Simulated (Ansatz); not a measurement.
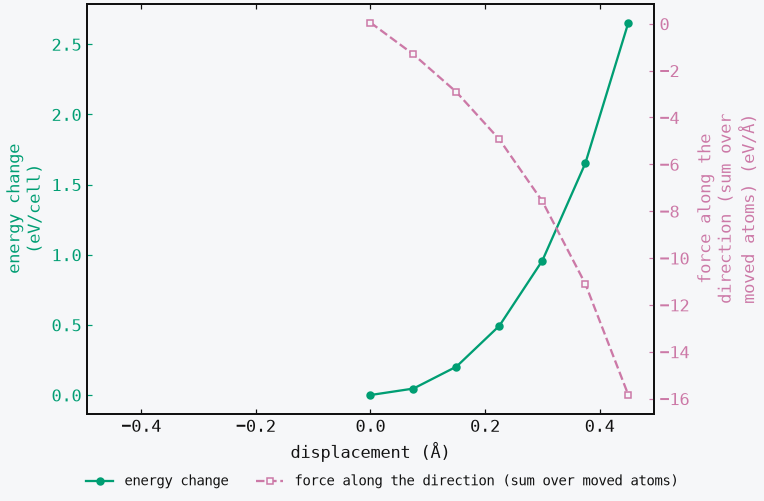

The figure shows the energy change and force along the direction (sum over moved atoms) against displacement for SnO₂, space group Pnnm (No. 58).

The given structure:
```
CELL_PARAMETERS angstrom
4.78800 0.00000 0.00000
0.00000 4.86658 0.00000
0.00000 0.00000 3.24090
ATOMIC_POSITIONS crystal
Sn 0.50000 0.50000 0.50000
Sn 0.00000 0.00000 0.00000
O 0.29185 0.32104 0.00000
O 0.79185 0.17896 0.50000
O 0.20814 0.82104 0.50000
O 0.70815 0.67896 0.00000
```

Method: one atom of a crystal moved along a line, all else fixed, by plane-wave density functional theory with PAW datasets, free energies less that of the undisturbed cell; scalar-relativistic (Ansatz 0.2.0). Level: r2SCAN, no spin polarisation.

```json
{"setting": "wave cutoff", "value": "500 eV"}
{"setting": "k mesh", "value": "6×6×8"}
{"setting": "occupations", "value": "Gaussian"}
{"setting": "smearing width", "value": "0.05 eV"}
{"setting": "k shift", "value": "(0, 0, 0) (mesh steps)"}
{"setting": "start", "value": "as given"}
{"setting": "moved atom", "value": "3"}
{"setting": "direction", "value": "(0.5774, 0.5774, 0.5774) (Cartesian unit vector)"}
```

The points at displacement −0.450 Å, −0.300 Å and −0.150 Å are left out of the plot. What values does the calculation give there?

```csv
displacement (Å),energy change (eV/cell),force along the direction (sum over moved atoms) (eV/Å)
-0.450,1.81,8.9
-0.300,0.77,5.3
-0.150,0.19,2.5
```

Keep in mind: reference crystal is not relaxed.
